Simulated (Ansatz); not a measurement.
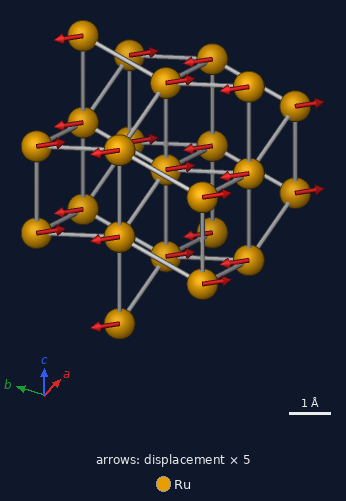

A relaxation of a crystal of Ru (a generated structure, set up in I4_1/amd). The starting structure is drawn; red arrows show the displacements (the part carried along by the change of the cell is left out), magnified 5 times.

A ball-and-stick model of the atoms within 4.2 Å of the atom that moves most (axes of the conventional cell (2 times the calculation's cell)), seen from a free direction. Lengths and directions refer to the drawn axes.

Phase: beta-Sn type.

The calculation used Ansatz 0.2.0, DFT, PBE, plane waves (420 eV) with PAW, scalar-relativistic.

The input:
```yaml
crystal:
  lattice:
    - [-2.3533498774, 2.3533498774, 1.2849290331]
    - [2.3533498774, -2.3533498774, 1.2849290331]
    - [2.3533498774, 2.3533498774, -1.2849290331]
  atoms:
    - { symbol: Ru, position: [0.0, 0.0, 0.0] }
    - { symbol: Ru, position: [0.75, 0.25, 0.5] }
hamiltonian:
  xc: pbe
  pseudopotentials:
    kind: paw
    azcp:
      Ru: "pseudopotentials/Ru.paw.azcp"
basis:
  ecutwfc: 420
  fft_grid_basis: typed
kpoints:
  mp_grid: { grid: [14, 14, 10], shift: [0, 0, 0] }
magnetization:
  spin_polarized: false
scf:
  occupations: { method: fermi_dirac, width: 0.1 }
relax:
  max_steps: 60
  f_tol: 0.01
  cell: {}
```

Run as
```bash
ansatz run input.yaml --threads 1 --pin off --max-ram 3584MiB --backend cpu --events-out ev --progress --plain --runs-dir out
```

**What did the optimiser do to the structure, and how much energy did it gain?**

After 15 accepted moves (17 points after the start) the energy has fallen by 671 meV per atom. Largest force component: 0.004 eV/Å at the start, 0.0018 eV/Å at the end. Pressure: 22.31 GPa at the start and 0.00 GPa at the end. At 2 points the geometry stayed and the basis and grid were re-selected for the new cell (energy shift of 42.7 meV per atom at most each time). The largest moves relative to the cell, 0.15 Å, are those of Ru1 and Ru2. Ru1 goes along [1 −1 0]. The drawn cell changes as follows: a = b 4.707 → 5.021 Å (+6.7 %), c 2.570 → 2.728 Å (+6.2 %), α 90.0° → 105.8°, β 90.0° → 105.8°, γ 90.0° → 105.7°; the volume changes by +3.8 %. Among the contacts that change: Ru1–Ru1 3.568 → 2.706 Å, Ru1–Ru2 3.042 → 2.561 Å, Ru1–Ru2 (another image) 2.439 → 2.676 Å, Ru1–Ru1 (another image) 2.570 → 2.728 Å. New bonds form: Ru1–Ru1 (3.57 → 2.71 Å), Ru2–Ru2 (3.57 → 2.71 Å). Among the angles between lasting bonds that change: Ru2–Ru1–Ru2 94.0° → 60.7°, Ru1–Ru1–Ru2 74.7° → 57.8°, Ru1–Ru1–Ru2 105.3° → 122.2°. The space group (tolerance 0.01 Å) goes from I4_1/amd (No. 141) to Cmcm (No. 63).
